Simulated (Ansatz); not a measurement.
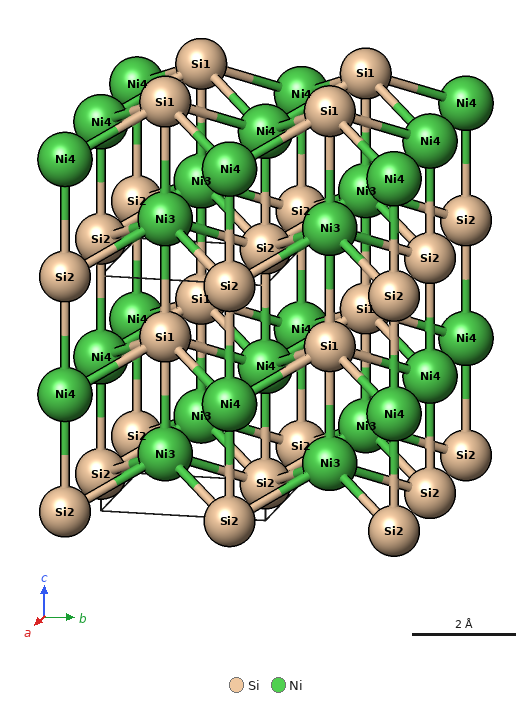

Fig. 1: The structure (ball-and-stick view of the cell of the calculation, repeated 2 × 2 × 2, seen slightly off an axis; atoms are numbered from 1 in the order of the input). An atom can appear more than once, as a periodic image. Near neighbours in the periodic cell (some may lie outside the picture): Si has 6 Ni at 2.36 to 2.41 Å; Ni has 6 Si at 2.36 to 2.41 Å.

# Field-gradient calculation, with input and output: NiSi

System: NiSi (4 atoms in the cell).
Method: DFT, LDA, PAW with Ansatz's default frozen-core files, scalar-relativistic, spin-polarised (Ansatz 0.2.0).

The structure derives from an entry of the Crystallography Open Database. Its volume is 1.02 times that of the source entry. It belongs to a series of runs on one base structure; here: volume scaled by 1.02, PAW files. Figures and captions count atoms from 1; the log counts them from 0 in places.

**The program's output**
```
Engine: ansatz 0.2.0, aarch64-unknown-linux-gnu
Pseudopotentials: kind: paw
Pseudopotential: Si, paw, valence charge 4, recommended cutoff 420 eV (normal), Si.paw.azcp
Pseudopotential: Ni, paw, valence charge 18, recommended cutoff 420 eV (normal), Ni.paw.azcp
Functional definition: SPW92
  exchange = slater_x
  correlation = pw_c
Crystal: 4 atoms, lattice volume = 47.475 Å³
Basis set: ecut = 420 eV, 927 PW (Γ)
Bands: 29, of which v1, the nominal top of the filled ones, is band 22 counted from 1 (21 counted from 0)
Symmetry: 8 space group operations
Space group: Pmmn (ITA 59), of the structure as read, at distance tolerance 3.6e-5 Å
Magnetic group: BNS 59.405 (UNI 503), of the structure as read, at distance tolerance 3.6e-5 Å
k-points: 144 of 770
Non-local potential: Si, projectors of the file, l = 0: 2, l = 1: 2, l = 2: 2
Non-local potential: Ni, projectors of the file, l = 0: 3, l = 1: 2, l = 2: 3, l = 3: 1
PAW form: soft (Blöchl's): semilocal exchange-correlation on the pseudo side does not see the compensation charge
PAW frozen core: Si, regenerated for the run's functional, and the local potential with it (the file was generated under x = pbe(κ = 0.804, μ = 0.2195149727645171), c = pbe(β = 0.06672455060314922))
PAW frozen core: Ni, regenerated for the run's functional, and the local potential with it (the file was generated under x = pbe(κ = 0.804, μ = 0.2195149727645171), c = pbe(β = 0.06672455060314922))
PAW one-centre angular grid: Si, 110 points (default); XC on 64 Gauss nodes
PAW one-centre angular grid: Ni, 590 points (default); XC on 64 Gauss nodes
Initial density: superposition of atomic densities (chi_scale 0.1, normalization cell)
Starting moments: Σ|m| = 3 μB on 2 of 4 sites
Initial wavefunctions: pseudopotential atomic-orbital guess
Functional: x = slater, c = lda
SCF iter   1: F=—  HF=-12764.154694 eV  |F-HF|=—  |Δ(HF+E_count)|=         —  Δρ=1.68e-1 (↑1.68e-1 ↓1.06e-1)  dr2=1.57e0  dr2_m=7.95e0  M=0.082 μB ∫|m|=0.281 μB  β_m=0.30  ethr=3.10e-3  ⟨swp⟩=5.8  Hψ=33206  notcnv=0
Mixer restart at iter 1: flushing history
preconditioner: auto → Kerker (q_TF=auto, 2.694 Å⁻¹)  [metal: Δε(μ)=0.014 eV  Ē_g=8.079 eV  σ=0.050 eV  W_gap=0.07  n_scr=16 (ndim 8)  ℏωp=28.5 eV  f_vac=0.000  D(μ)=0.95/eV (n_scr^D=2)]
spin=Collinear: Kerker preconditioning applied to the charge; magnetization (m = ρ↑ − ρ↓) channel mixes plain (no charge-response kernel on spin).
SCF iter   2: F=—  HF=-12763.453965 eV  |F-HF|=—  |Δ(HF+E_count)|=   7.01e-1  Δρ=1.15e-1 (↑8.02e-2 ↓1.15e-1)  dr2=9.01e-1  dr2_m=4.03e0  M=0.093 μB ∫|m|=0.225 μB  β_m=0.55  ethr=3.10e-3  ⟨swp⟩=2.3  Hψ=15021  notcnv=0  defer=400
SCF iter   3: F=—  HF=-12765.900574 eV  |F-HF|=—  |Δ(HF+E_count)|=    2.45e0  Δρ=5.54e-2 (↑5.54e-2 ↓3.18e-2)  dr2=2.85e-1  dr2_m=7.69e-1  M=0.042 μB ∫|m|=0.116 μB  β_m=0.67  ethr=2.05e-3  ⟨swp⟩=3.0  Hψ=17325  notcnv=0  defer=402
SCF iter   4: F=—  HF=-12766.247714 eV  |F-HF|=—  |Δ(HF+E_count)|=   3.47e-1  Δρ=2.42e-2 (↑1.95e-2 ↓2.42e-2)  dr2=8.91e-1  dr2_m=2.65e-3  M=0.001 μB ∫|m|=0.019 μB  β_m=0.69  ethr=6.48e-4  ⟨swp⟩=2.7  Hψ=17624  notcnv=0  defer=420
SCF iter   5: F=—  HF=-12766.112889 eV  |F-HF|=—  |Δ(HF+E_count)|=   1.35e-1  Δρ=5.24e-3 (↑3.68e-3 ↓5.24e-3)  dr2=1.81e-2  dr2_m=3.91e-4  M=-0.002 μB ∫|m|=0.002 μB  β_m=0.84  ethr=6.48e-4  ⟨swp⟩=3.0  Hψ=14460  notcnv=0  defer=420
SCF iter   6: F=—  HF=-12766.122084 eV  |F-HF|=—  |Δ(HF+E_count)|=   9.20e-3  Δρ=1.10e-3 (↑1.10e-3 ↓5.54e-4)  dr2=1.38e-3  dr2_m=1.28e-4  M=0.001 μB ∫|m|=0.002 μB  β_m=0.92  ethr=4.12e-5  ⟨swp⟩=2.1  Hψ=15002  notcnv=0  defer=430
SCF iter   7: F=—  HF=-12766.122257 eV  |F-HF|=—  |Δ(HF+E_count)|=   1.73e-4  Δρ=5.30e-4 (↑5.30e-4 ↓3.43e-4)  dr2=2.39e-4  dr2_m=4.38e-6  M=0.000 μB ∫|m|=0.000 μB  β_m=0.96  ethr=3.14e-6  ⟨swp⟩=2.6  Hψ=12379  notcnv=0  defer=430
SCF iter   8: F=—  HF=-12766.122295 eV  |F-HF|=—  |Δ(HF+E_count)|=   3.73e-5  Δρ=8.98e-5 (↑8.98e-5 ↓7.20e-5)  dr2=9.66e-6  dr2_m=4.41e-8  M=0.000 μB ∫|m|=0.000 μB  β_m=0.97  ethr=5.44e-7  ⟨swp⟩=2.0  Hψ=11288  notcnv=0  defer=430
SCF iter   9: F=—  HF=-12766.122294 eV  |F-HF|=—  |Δ(HF+E_count)|=   9.12e-7  Δρ=2.78e-5 (↑2.53e-5 ↓2.78e-5)  dr2=1.17e-6  dr2_m=8.29e-10  M=-0.000 μB ∫|m|=0.000 μB  β_m=0.96  ethr=2.20e-8  ⟨swp⟩=2.1  Hψ=12667  notcnv=0  defer=430
SCF iter  10: F=—  HF=-12766.122294 eV  |F-HF|=—  |Δ(HF+E_count)|=   1.20e-7  Δρ=1.83e-5 (↑1.83e-5 ↓1.82e-5)  dr2=5.20e-7  dr2_m=1.44e-11  M=-0.000 μB ∫|m|=0.000 μB  β_m=0.98  ethr=2.65e-9  ⟨swp⟩=1.4  Hψ=9700  notcnv=0  defer=430
SCF iter  11: F=—  HF=-12766.122294 eV  |F-HF|=—  |Δ(HF+E_count)|=   3.22e-8  Δρ=5.55e-6 (↑5.55e-6 ↓5.16e-6)  dr2=4.00e-8  dr2_m=1.76e-11  M=-0.000 μB ∫|m|=0.000 μB  β_m=0.83  ethr=1.18e-9  ⟨swp⟩=1.5  Hψ=9748  notcnv=0  defer=430
SCF iter  12: F=-12766.122294 eV  HF=-12766.122294 eV  |F-HF|=1.16e-8  |Δ(HF+E_count)|=   4.25e-9  Δρ=2.87e-6 (↑2.80e-6 ↓2.87e-6)  dr2=1.25e-8  dr2_m=7.64e-13  M=0.000 μB ∫|m|=0.000 μB  ethr=9.09e-11  ⟨swp⟩=10.6  Hψ=55377  notcnv=0
SCF 1 converged in 12 iterations: F = -12766.122294 eV  dr2 = 1.25e-8
  greatest PAW one-centre occupation: 1.002 electrons in one spin orbital (limit 2), on the Ni atom at site 3 (counted from 0), in its partial waves of l = 1
```

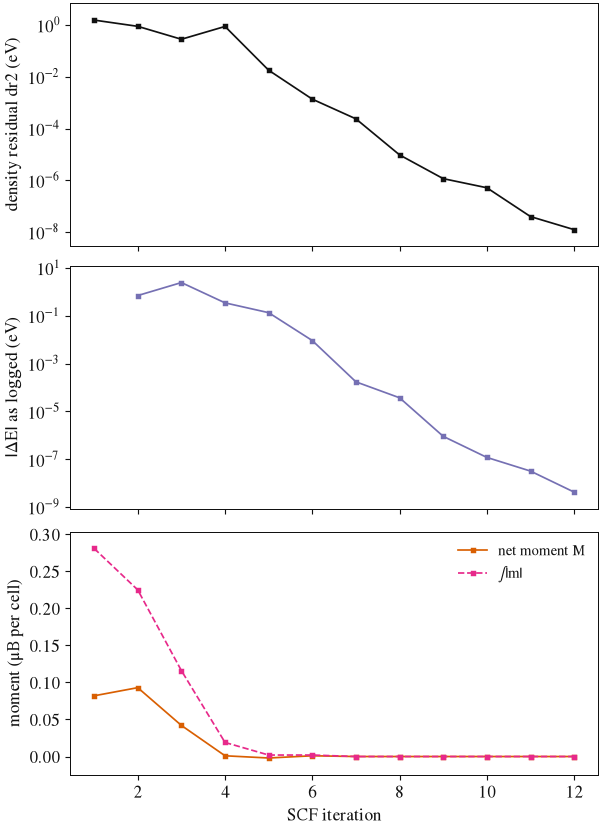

Fig. 2: Convergence of the self-consistent field: density residual dr2, size of the energy change and magnetic moment against the SCF iteration. The residual comes down, with one marked jump up, by a factor of about 3, at step 4. The net moment stays at 0.0 μB per cell, and ∫|m| falls to zero.

```
WARN: the starting moments were not kept: the SCF closed with an absolute magnetisation of 9.7e-7 μB, where they sum to 3 μB in size (2 sites). That is at most 0.1 of that sum. Measured as dr2_m measures the in/out step, that magnetisation stands 3.3e-13 eV from none, at or under the dr2_threshold of 1.0e-7 eV: it is no larger than a step whose dr2_m would equal this threshold. The system may hold no moment; this SCF shows only that its start led to no more than that. To try another start: raise the starting moments (crystal.atoms[].spin, magnetization.per_species, magnetization.initial_magnetization, or on a non-collinear deck that types none of these the spinor_matrix: blocks that start its atoms; where the total moment is fixed, keep their sum and leave initial_magnetization as it is; typed ones take the place of any that the run laid by itself, positive ones on a crystal's lanthanoids without a Hubbard term where scf.initial_density.shell_occupations: [] is typed) or, if the notice of its spin-set hold's release reads "site moments contracting" or "site moments show no strong build", lengthen the hold (scf.mixing.spin_hold: { on: { confirm: 4 } }; for m-r²SCAN on two components see the key's manual first). Each may lead to a state that holds a moment. A second SCF, from the converged charge density, with the starting moments and any scf.initial_density.shell_occupations laid on it anew, would have followed, and was not run: the deck does not ask for one (magnetization.retry_lost_moments is false, the default). To let it run, set magnetization.retry_lost_moments: true and run the deck again, where that key's refused combinations let it; where memory then withholds it, that run's warning says so.
SCF converged after 12 iterations
Magnetization: 0.0000 μB (22.0000 up, 22.0000 down)
Absolute magnetization: 0.0000 μB (∫|ρ↑−ρ↓|, with the PAW one-centre terms)
Spin contamination: 0.0000 ħ² per cell (⟨S²⟩ above its minimum at these occupations)
Per-site moments (μB) at R_I (Å): [(9.626818722942522e-8, 0.9715845628507458), (9.626818728619469e-8, 0.9715845628507458), (-1.9194790258432209e-7, 0.9715845628507458), (-1.919479025968623e-7, 0.9715845628507458)]
Free energy (F): -12766.122294 eV
Harris-Foulkes:  -12766.122294 eV  (|F-HF|=1.16e-8)
Internal energy: -12766.110669 eV  (E = F + TS)
E sigma→0 (E₀):  -12766.116481 eV
Entropy (-TS):   -0.011625 eV (-2.906 meV/atom)
Fermi energy:    14.985500 eV
--- Per-component energies (eV) ---
  E_band       = -632.077939
  E_kinetic    = 657.033975
  E_local      = -9018.966634  (includes V_loc(G=0)·N_el)
  E_nonlocal   = 1330.209264
  E_hartree    = 3890.458044
  E_xc         = -282.973871
  E_vxc        = -318.827618  (∫ρ·V_xc dr)
  E_paw        = -4101.086890  (= ΣΔE_a)
  E_vpaw       = -1062.457949  (= ΣTr[D̂ρ^β])
  E_aug_tail   = 0.001025  (compensation charges beyond the density's cutoff)
  E_ewald      = -5241.822485
  E_core_change = 1.036902  (= ΣΔE_core)
  E_smearing   = -0.011625  (= −TS)
  E_closure    = 0.000000  (closes the sum)
  Σ components = -12766.122294   (vs F -12766.122294, Δ=0.00e0)
--- Forces (eV/Å), atoms counted from 1 ---
  atom   1  Si     0.00000000     0.00000000    -0.21997995
  atom   2  Si     0.00000000     0.00000000     0.21997995
  atom   3  Ni     0.00000000     0.00000000    -0.22126032
  atom   4  Ni     0.00000000     0.00000000     0.22126032
  max |Σ_I F_I| component: 0.00e0 eV/Å
--- Stress (GPa, compression-positive) ---
      -11.607369       0.000000       0.000000
        0.000000     -12.694772       0.000000
        0.000000       0.000000     -14.840011
  P = ⅓ Tr σ = -13.0474 GPa (-130.474 kbar)
--- PAW observables at the nuclei: V_zz in 10²¹ V/m², potentials from the cell's mean, atoms counted from 1 ---
  atom   1  Si V_zz =    -3.401503   η = 0.4667   by run symmetry: allowed
            electrostatic potential = -1366.190051 V   contact ρ = 12692.910971 e/Å³   contact ρ_s (e/Å³): all electrons +0.000001, valence +0.000001
  atom   2  Si V_zz =    -3.401503   η = 0.4667   by run symmetry: allowed
            electrostatic potential = -1366.190051 V   contact ρ = 12692.910971 e/Å³   contact ρ_s (e/Å³): all electrons +0.000001, valence +0.000001
  atom   3  Ni V_zz =    -0.587752   η = 0.9140   by run symmetry: allowed
            electrostatic potential = -3572.995001 V   contact ρ = 129695.057697 e/Å³   contact ρ_s (e/Å³): all electrons -0.000000, valence -0.000001
  atom   4  Ni V_zz =    -0.587752   η = 0.9140   by run symmetry: allowed
            electrostatic potential = -3572.995001 V   contact ρ = 129695.057697 e/Å³   contact ρ_s (e/Å³): all electrons -0.000000, valence -0.000001
--- Band table (eV; the first three rows and the last of 288) ---
  k-point 0 ↑: bands = ["-88.0466", "-88.0383", "-48.9983", "-48.9737", "-48.8752", "-48.8417", "-48.8030", "-48.7756", "1.4093", "7.0388", "8.6993", "11.0177", "11.5644", "12.1010", "12.2195", "12.3811", "12.4899", "12.5191", "12.7513", "13.0810", "13.1186", "13.9707", "15.7559", "17.8202", "20.1170", "20.2299", "21.6097", "22.5222", "23.0879"]
  k-point 1 ↑: bands = ["-88.0466", "-88.0383", "-48.9982", "-48.9738", "-48.8752", "-48.8417", "-48.8030", "-48.7756", "1.5180", "6.4052", "9.0856", "11.0565", "11.5300", "12.1029", "12.2271", "12.3790", "12.4395", "12.4879", "12.6785", "13.0727", "13.5458", "14.2846", "15.9865", "17.7348", "19.5927", "20.0875", "21.0952", "21.8760", "23.7750"]
  k-point 2 ↑: bands = ["-88.0465", "-88.0383", "-48.9981", "-48.9740", "-48.8752", "-48.8417", "-48.8030", "-48.7757", "1.8124", "5.3874", "9.5302", "11.1479", "11.4468", "12.1098", "12.2256", "12.2446", "12.3688", "12.4377", "12.5313", "13.0535", "14.8831", "15.0207", "16.5869", "17.5470", "18.4191", "20.0256", "20.0636", "20.7342", "24.1606"]
  k-point 143 ↓: bands = ["-88.0417", "-88.0417", "-48.9850", "-48.9850", "-48.8671", "-48.8671", "-48.7946", "-48.7946", "7.5477", "7.5477", "8.6900", "8.6900", "10.3405", "10.3405", "11.4935", "11.4935", "12.2993", "12.2993", "13.0695", "13.0695", "13.4948", "13.4948", "14.7828", "14.7828", "16.0241", "16.0241", "22.5955", "22.5955", "23.6085"]
```

**File v_z.tsv**
```
# z_ang	v_es[eV]	v_tot_up[eV]	v_tot_dn[eV]
# format = ansatz-planar-average/11
# xc	lda
# density_cutoff_ev	1680
# datasets	Si=:simpson_from_first_knot:soft:shift=-1875348	Ni=:simpson_from_first_knot:soft:shift=-2658411
# lattice	3.046664425	0.000000000	0.000000000
# lattice	0.000000000	3.295179440	0.000000000
# lattice	0.000000000	0.000000000	4.728871900
# sites	4
# site	14	1.523332213	1.647589720	3.983128801
# site	14	0.000000000	0.000000000	0.745743099
# site	28	1.523332213	1.647589720	1.627772285
# site	28	0.000000000	0.000000000	3.101099615
0.000000	9.321085e0	-1.687744e0	-1.687743e0
0.147777	8.572700e0	-2.504384e0	-2.504383e0
0.295554	6.944273e0	-4.354460e0	-4.354458e0
0.443332	5.232099e0	-6.399910e0	-6.399909e0
0.591109	3.813709e0	-8.168796e0	-8.168795e0
0.738886	2.752477e0	-9.561206e0	-9.561205e0
0.886663	1.762439e0	-1.085872e1	-1.085872e1
1.034441	8.729412e-1	-1.199458e1	-1.199458e1
1.182218	4.185965e-1	-1.260080e1	-1.260080e1
1.329995	6.222001e-1	-1.248165e1	-1.248164e1
1.477772	1.380158e0	-1.174322e1	-1.174322e1
1.625550	2.391754e0	-1.060365e1	-1.060365e1
1.773327	3.782769e0	-8.893751e0	-8.893751e0
1.921104	5.727844e0	-6.500614e0	-6.500613e0
2.068881	8.000261e0	-3.763496e0	-3.763495e0
2.216659	1.000845e1	-1.401167e0	-1.401166e0
2.364436	1.081970e1	-4.557997e-1	-4.557990e-1
2.512213	1.000845e1	-1.401167e0	-1.401166e0
2.659990	8.000261e0	-3.763496e0	-3.763495e0
2.807768	5.727844e0	-6.500614e0	-6.500613e0
2.955545	3.782769e0	-8.893751e0	-8.893751e0
3.103322	2.391754e0	-1.060365e1	-1.060365e1
3.251099	1.380158e0	-1.174322e1	-1.174322e1
3.398877	6.222001e-1	-1.248165e1	-1.248164e1
3.546654	4.185965e-1	-1.260080e1	-1.260080e1
3.694431	8.729412e-1	-1.199458e1	-1.199458e1
3.842208	1.762439e0	-1.085872e1	-1.085872e1
3.989986	2.752477e0	-9.561206e0	-9.561205e0
4.137763	3.813709e0	-8.168796e0	-8.168795e0
4.285540	5.232099e0	-6.399910e0	-6.399909e0
4.433317	6.944273e0	-4.354460e0	-4.354458e0
4.581095	8.572700e0	-2.504384e0	-2.504383e0
```

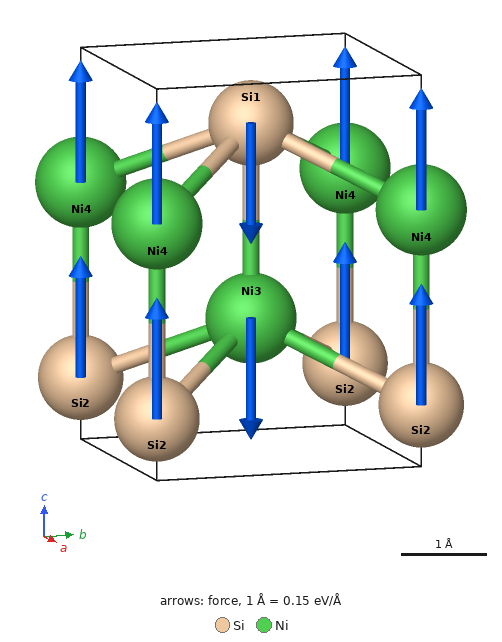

Fig. 3: Forces on the atoms as blue arrows (ball-and-stick view of the cell of the calculation, seen slightly off an axis; atoms are numbered from 1 in the order of the input). The largest act on Ni3, Ni4 (0.22 eV/Å); Si1, Si2 (0.22 eV/Å). The geometry is not a stationary point of this energy.

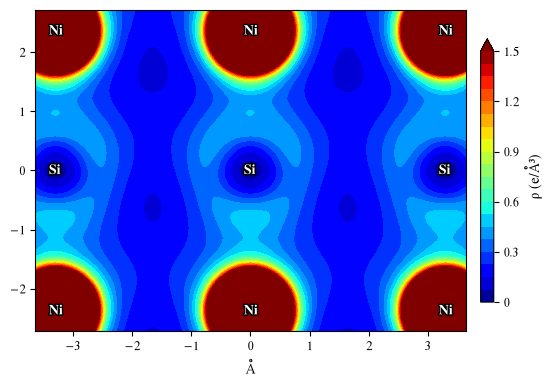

Fig. 4: Valence pseudo-density on the (100) plane of the conventional cell. Atoms in the plane: Si and Ni. Si–Ni (2.36 Å): ρ is about 0.41 e/Å³ halfway. Away from the nuclei the density in this plane falls to 0.14 e/Å³ at its lowest. In a PAW calculation such maps are meaningful between the atoms, not at the nuclei.

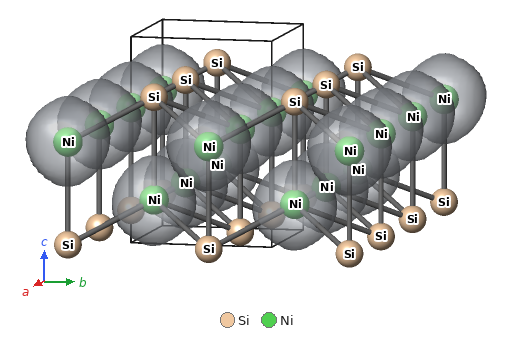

Fig. 5: Isosurface of the valence electron density at 0.5 e/Å³ (grey), seen slightly off an axis. Sticks mark near contacts. The outline is the cell set on symmetry axes. At this value the density breaks into separate islands; it holds about 70 % of the electrons treated as valence (semicore included). It is pinched off along the Si–Ni (2.36 Å) and Si–Ni (2.41 Å) contacts. On the grid the lowest density along these lines, outside the cores, is 0.41 e/Å³ (Si–Ni, 2.36 Å) and 0.4 e/Å³ (Si–Ni, 2.41 Å).

The run was set up as follows.

**The input**
```yaml
crystal:
  lattice:
    - [3.0466644252, 0.0, 0.0]
    - [0.0, 3.2951794398, 0.0]
    - [0.0, 0.0, 4.7288719001]
  atoms:
    - { symbol: Si, position: [0.5, 0.5, 0.8423] }
    - { symbol: Si, position: [0.0, 0.0, 0.1577] }
    - { symbol: Ni, position: [0.5, 0.5, 0.34422], spin: 1.5 }
    - { symbol: Ni, position: [0.0, 0.0, 0.65578], spin: 1.5 }
magnetization:
  spin_polarized: true
kpoints:
  mp_grid: { grid: [11, 10, 7] }
scf:
  occupations: { method: fermi_dirac, width: 0.05 }
hamiltonian:
  xc: lda
  pseudopotentials: { kind: paw }
output:
  forces: true
  stress: true
  eigenvalues: true
  efg: { contact_densities: true }
  write_density: true
  write_potential: true
  elf: true
  volumetric_format: npy
```

Run as:
```bash
ansatz run input.yaml --threads 1 --pin off --max-ram 6144MiB --backend cpu --events-out ev --progress --plain --runs-dir out
```

**Results in brief**

| quantity | value |
| --- | --- |
| outcome | converged |
| space group (tolerance 0.01 Å) | Pmmn (59) |
| electrons treated | 44 |
| free energy | −12766.1223 eV |
| Fermi energy | 14.985 eV |
| net moment of the cell | 0.00 μB |
| integrated absolute moment | 0.00 μB |
| pressure | −13.05 GPa |
| field gradient V_zz (10²¹ V/m²) | Si −3.40, Si −3.40, Ni −0.59, Ni −0.59 |
| largest force (length of the vector) | 0.221 eV/Å |
| hardware | 1 thread of Arm Neoverse V1, 24 GiB of memory available, shared host |
| wall time | 43 s |
| peak memory | 0.58 GiB |

**Remarks**

Warnings of the run: some starting moments were not kept. The cell is under a tension of 13.0 GPa at this level, so it is not at its equilibrium volume.
